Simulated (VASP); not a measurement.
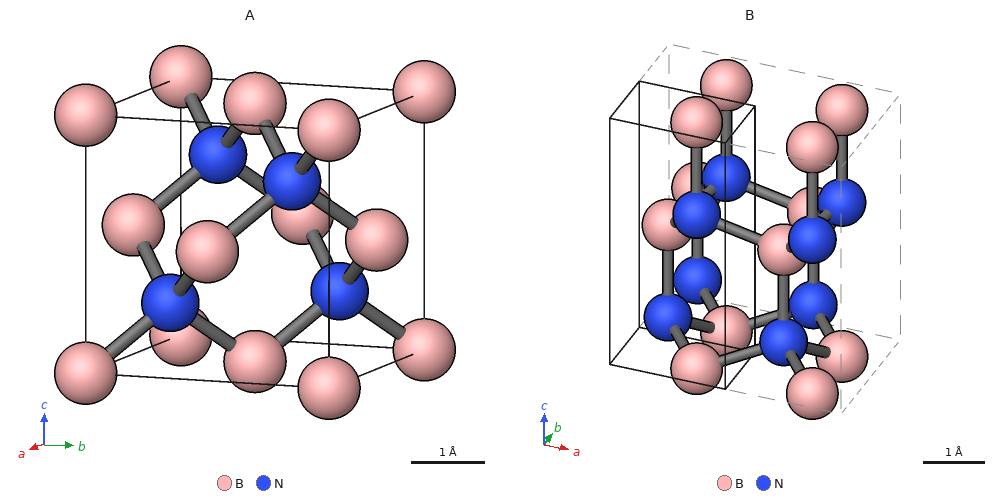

Two structures of BN, each relaxed (cell and atoms) at zero pressure; conventional cells in solid outline, small ones repeated, each panel with its own scale. Alike in all runs: VASP 6.6.1; functional PBEsol; VASP's PAW PBE potentials, release 64 (B, N); cutoff 600 eV; occupations gaussian, width 0.02 eV; no spin polarisation; no spin-orbit coupling. The k meshes have like spacings.

> Name the structure in each panel.

A: zinc blende type, F-43m; B: wurtzite, P6₃mc.

> Which of these is lowest in energy, and how far above it do the others lie?

A, then B (+17 meV/atom), static energies at zero smearing.

> Collect the results in a table.

| panel | space group | E − E(lowest) (meV/atom) | volume (Å³/atom) | gap (eV) |
| --- | --- | --- | --- | --- |
| A | F-43m | 0 | 5.9 | 4.28 |
| B | P6₃mc | 17 | 5.9 | 4.95 |

The starts are database entries or structure types tried for this composition, and the most stable form need not be among them. Approximate functionals can misorder forms that lie within a few tens of meV/atom, as they do the rutile and anatase forms of TiO₂. Gaps are the least found on the k-mesh, which can miss the band edges.

Caveat: semilocal functionals give gaps below the measured ones.
